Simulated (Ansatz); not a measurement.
**Run report: C₂H₄O, band-structure calculation (part 2 of 2)**

The same run, continued: C₂H₄O (P2₁/c, 28 atoms in the cell); DFT PBE+D3(BJ), scalar-relativistic, plane waves, PAW, no spin polarisation (Ansatz 0.2.0); cutoff 420 eV, 6×4×4 k-mesh, Gaussian smearing of 0.02 eV. The structure derives from an entry of the Crystallography Open Database.

**Output, continued**
```
  k-point 2: bands = ["-21.4299", "-21.4299", "-21.3747", "-21.3747", "-11.4331", "-11.4331", "-11.0830", "-11.0830", "-9.9213", "-9.9213", "-9.7732", "-9.7732", "-7.5160", "-7.5160", "-6.7953", "-6.7953", "-6.4994", "-6.4994", "-6.4407", "-6.4407", "-4.3799", "-4.3799", "-4.2895", "-4.2895", "-3.6187", "-3.6187", "-3.4574", "-3.4574", "-2.3191", "-2.3191", "-2.1461", "-2.1461", "-1.0339", "-1.0339", "-0.7171", "-0.7171", "5.1217", "5.1217", "5.9066", "5.9066", "6.3205", "6.3205", "6.5388", "6.5388", "8.1091", "8.1091", "8.3527", "8.3527", "8.9848", "8.9848", "9.4038", "9.4038", "9.9092", "9.9092", "10.4969", "10.4969", "10.7757", "10.7757", "11.1441", "11.1441", "11.7549", "11.7549", "12.1658", "12.1658", "12.7266", "12.7266", "13.0759", "13.0759", "13.3263", "13.3263", "13.7075", "13.7075", "14.0356", "14.0356", "14.1370", "14.1370", "15.3957", "15.3957", "15.7488", "15.7488", "16.0044", "16.0044", "16.9481", "16.9481", "17.1157", "17.1157", "17.6862", "17.6862", "18.3682", "18.3682", "18.7895", "18.7895", "19.1368", "19.1368", "20.0832", "20.0832", "20.9077", "20.9077", "21.2424", "21.2424", "21.3149", "21.3149", "21.6484", "21.6484", "22.3578", "22.3578"]
  k-point 41: bands = ["-21.4210", "-21.4210", "-21.3621", "-21.3621", "-11.2796", "-11.2796", "-11.2334", "-11.2334", "-10.2981", "-10.2981", "-10.0198", "-10.0198", "-7.1361", "-7.1361", "-6.7763", "-6.7763", "-6.3113", "-6.3113", "-6.1022", "-6.1022", "-4.2571", "-4.2571", "-4.1015", "-4.1015", "-3.8460", "-3.8460", "-3.5662", "-3.5662", "-2.3815", "-2.3815", "-2.2648", "-2.2648", "-1.0269", "-1.0269", "-0.7618", "-0.7618", "5.6773", "5.6773", "5.7608", "5.7608", "6.8742", "6.8742", "7.1103", "7.1103", "7.7510", "7.7510", "7.8562", "7.8562", "8.6795", "8.6795", "9.0559", "9.0559", "9.4876", "9.4876", "9.8304", "9.8304", "10.0870", "10.0870", "10.7913", "10.7913", "10.8840", "10.8840", "12.2965", "12.2965", "12.6186", "12.6186", "13.2129", "13.2129", "13.6385", "13.6385", "14.0323", "14.0323", "15.1654", "15.1654", "15.4630", "15.4630", "15.5746", "15.5746", "16.1041", "16.1041", "16.8427", "16.8427", "17.1873", "17.1873", "17.2778", "17.2778", "18.1698", "18.1698", "18.3985", "18.3985", "18.9173", "18.9173", "19.2430", "19.2430", "19.9090", "19.9090", "20.2880", "20.2880", "20.6827", "20.6827", "21.7381", "21.7381", "21.7966", "21.7966", "22.3780", "22.3780"]
--- Löwdin populations: 28 sites ---
  site symbol       q [e]
     0      H      0.8115
     1      H      0.8115
     2      H      0.8115
     3      H      0.8115
     4      H      0.8051
     5      H      0.8051
     6      H      0.8051
     7      H      0.8051
     8      H      0.8162
     9      H      0.8162
    10      H      0.8162
    11      H      0.8162
    12      H      0.8052
    13      H      0.8052
    14      H      0.8052
    15      H      0.8052
    16      C      4.0710
    17      C      4.0710
    18      C      4.0710
    19      C      4.0710
    20      C      4.0696
    21      C      4.0696
    22      C      4.0696
    23      C      4.0696
    24      O      6.3673
    25      O      6.3673
    26      O      6.3673
    27      O      6.3673
  spilling = 0.014116 (of n_electrons = 72.000000)
```

**File populations.tsv**
```
# site	symbol	l	j	q
# orbitals = lowdin
# n_electrons = 72.000000
# spilling = 0.014116
0	H	0_1S	-	0.811453
1	H	0_1S	-	0.811453
2	H	0_1S	-	0.811453
3	H	0_1S	-	0.811453
4	H	0_1S	-	0.805142
5	H	0_1S	-	0.805142
6	H	0_1S	-	0.805142
7	H	0_1S	-	0.805142
8	H	0_1S	-	0.816154
9	H	0_1S	-	0.816154
10	H	0_1S	-	0.816154
11	H	0_1S	-	0.816154
12	H	0_1S	-	0.805236
13	H	0_1S	-	0.805236
14	H	0_1S	-	0.805236
15	H	0_1S	-	0.805236
16	C	0_2S	-	1.004579
16	C	1_2P	-	3.066385
17	C	0_2S	-	1.004579
17	C	1_2P	-	3.066385
18	C	0_2S	-	1.004579
18	C	1_2P	-	3.066385
19	C	0_2S	-	1.004579
19	C	1_2P	-	3.066385
20	C	0_2S	-	1.003074
20	C	1_2P	-	3.066569
21	C	0_2S	-	1.003074
21	C	1_2P	-	3.066569
22	C	0_2S	-	1.003074
22	C	1_2P	-	3.066569
23	C	0_2S	-	1.003074
23	C	1_2P	-	3.066569
24	O	0_2S	-	1.713049
24	O	1_2P	-	4.654267
25	O	0_2S	-	1.713049
25	O	1_2P	-	4.654267
26	O	0_2S	-	1.713049
26	O	1_2P	-	4.654267
27	O	0_2S	-	1.713049
27	O	1_2P	-	4.654267
```

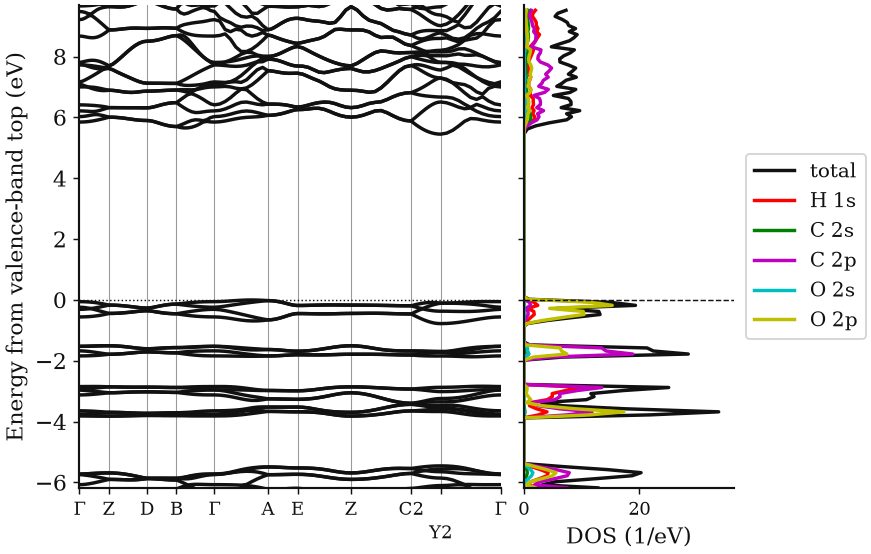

Fig. 1: Band structure along Γ–Z–D–B–Γ–A–E–Z–C2–Y2–Γ and density of states (projected on Löwdin-orthogonalised atomic shells), with energies from the valence-band top. There is a gap of 5.45 eV on this path, indirect, from between Γ and A to Y2.

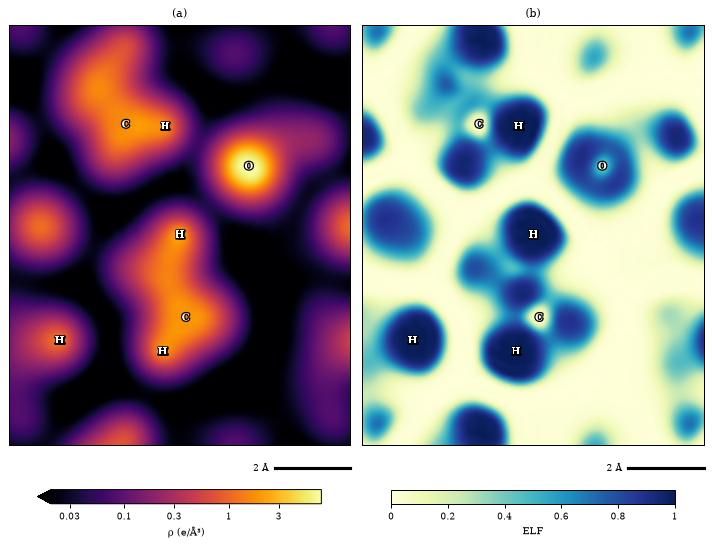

Fig. 2: (a) valence pseudo-density; (b) electron localisation function on the (101) plane of the conventional cell. The plane passes through H, C and O nuclei. C–H (1.09 Å): ρ at the midpoint is about 2 e/Å³; the ELF climbs to about 1 towards the hydrogen, as it does in any bond to H; a covalent bond by its length. Away from the nuclei the density in this plane falls to 0.006 e/Å³ at its lowest. In a PAW calculation such maps are meaningful between the atoms, not at the nuclei.

The run was set up as follows.

**The input**
```yaml
crystal:
  lattice:
    - [4.6810385233, 0.0, -0.0015089159]
    - [0.0, 8.35607069, 0.0]
    - [-3.5173354885, 0.0, 6.5137573046]
  atoms:
    - { symbol: H, position: [0.8388081543, 0.6101377854, 0.561113819] }
    - { symbol: H, position: [0.1611918457, 0.1101377854, 0.938886181] }
    - { symbol: H, position: [0.1611918457, 0.3898622146, 0.438886181] }
    - { symbol: H, position: [0.8388081543, 0.8898622146, 0.061113819] }
    - { symbol: H, position: [0.9300472981, 0.4366668931, 0.7363391667] }
    - { symbol: H, position: [0.0699527019, 0.9366668931, 0.7636608333] }
    - { symbol: H, position: [0.0699527019, 0.5633331069, 0.2636608333] }
    - { symbol: H, position: [0.9300472981, 0.0633331069, 0.2363391667] }
    - { symbol: H, position: [0.5777250365, 0.555238957, 0.8758005635] }
    - { symbol: H, position: [0.4222749635, 0.055238957, 0.6241994365] }
    - { symbol: H, position: [0.4222749635, 0.444761043, 0.1241994365] }
    - { symbol: H, position: [0.5777250365, 0.944761043, 0.3758005635] }
    - { symbol: H, position: [0.4789027825, 0.7273807992, 0.6975663026] }
    - { symbol: H, position: [0.5210972175, 0.2273807992, 0.8024336974] }
    - { symbol: H, position: [0.5210972175, 0.2726192008, 0.3024336974] }
    - { symbol: H, position: [0.4789027825, 0.7726192008, 0.1975663026] }
    - { symbol: C, position: [0.8511064154, 0.5610677739, 0.701313236] }
    - { symbol: C, position: [0.1488935846, 0.0610677739, 0.798686764] }
    - { symbol: C, position: [0.1488935846, 0.4389322261, 0.298686764] }
    - { symbol: C, position: [0.8511064154, 0.9389322261, 0.201313236] }
    - { symbol: C, position: [0.6449016176, 0.6297689686, 0.7807381385] }
    - { symbol: C, position: [0.3550983824, 0.1297689686, 0.7192618615] }
    - { symbol: C, position: [0.3550983824, 0.3702310314, 0.2192618615] }
    - { symbol: C, position: [0.6449016176, 0.8702310314, 0.2807381385] }
    - { symbol: O, position: [0.9859285203, 0.6691579257, 0.8744090561] }
    - { symbol: O, position: [0.0140714797, 0.1691579257, 0.6255909439] }
    - { symbol: O, position: [0.0140714797, 0.3308420743, 0.1255909439] }
    - { symbol: O, position: [0.9859285203, 0.8308420743, 0.3744090561] }
basis:
  ecutwfc: 420
kpoints:
  mp_grid: { grid: [6, 4, 4] }
  band_path:
    path:
      - [0.0, 0.0, 0.0]
      - [0.0, 0.5, 0.0]
      - [0.0, 0.5, 0.5]
      - [0.0, 0.0, 0.5]
      - [0.0, 0.0, 0.0]
      - [-0.5, 0.0, 0.5]
      - [-0.5, 0.5, 0.5]
      - [0.0, 0.5, 0.0]
      - [-0.5, 0.5, 0.0]
      - [-0.5, 0.0, 0.0]
      - [0.0, 0.0, 0.0]
    npoints: 10
hamiltonian:
  xc: pbe
  dispersion: d3bj
scf:
  occupations: { method: gaussian, width: 0.02 }
  n_extra_bands: 70
output:
  forces: true
  stress: true
  eigenvalues: true
  populations: true
  dos: { projected: true, de: 0.02, nscf_kmesh: { grid: [9, 6, 6] } }
  bader: false
  write_density: true
  write_potential: true
  elf: true
  volumetric_format: npy
```

Launched with:
```bash
ansatz run input.yaml --threads 8 --pin off --max-ram 22528MiB --backend cpu --events-out ev --progress --plain --runs-dir out
```

**Summary**

```csv
quantity,value
outcome,converged
space group (tolerance 0.01 Å),P2₁/c (14)
electrons treated,72
free energy,−4527.8019 eV
Fermi energy,2.142 eV
gap on the k-point mesh,5.46 eV
gap on the band path,5.45 eV
pressure,−0.01 GPa
largest force (length of the vector),0.005 eV/Å
hardware,"8 threads of Arm Neoverse V1, 24 GiB of memory available, shared host"
wall time,49 s (CPU time 6.4 min)
peak memory,2.4 GiB
```
